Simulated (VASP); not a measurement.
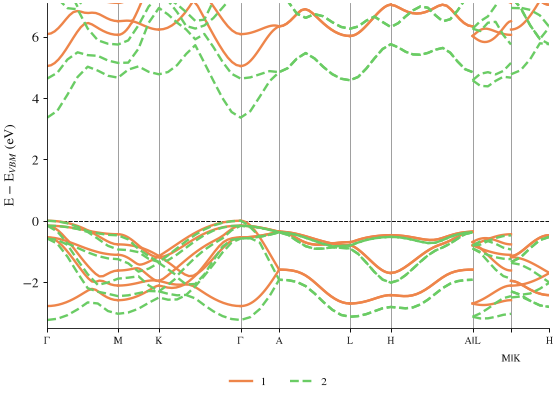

Band structures of wurtzite MgS, space group P6_3mc (No. 186), 4 atoms in the cell (a = 4.035 Å, c = 6.432 Å (hexagonal axes)), by two methods on the same cell. Each is counted from its own valence-band top.

Q: Which curve is which? The methods: TB-mBJ, rev-vdW-DF2.

A: 1 is TB-mBJ; 2 is rev-vdW-DF2. TB-mBJ gives a gap of 5.04 eV along the path and rev-vdW-DF2 gives a gap of 3.36 eV along the path.

Settings. TB-mBJ: VASP PAW PBE potentials, release 64 (S, Mg), no spin polarisation, no spin-orbit coupling, 8×8×4 k mesh, 520 eV cutoff, Gaussian smearing of 0.02 eV (VASP 6.6.1). rev-vdW-DF2: VASP PAW PBE potentials, release 64 (S, Mg), no spin polarisation, no spin-orbit coupling, 8×8×4 k mesh, 520 eV cutoff, Fermi-Dirac smearing of 0.1 eV (VASP 6.6.1).

The PAW data sets were made with another functional. The usual form of MgS is rocksalt. LDA, GGA and most meta-GGA functionals understate gaps. TB-mBJ: this is a model potential built to give gaps, with no total energy.
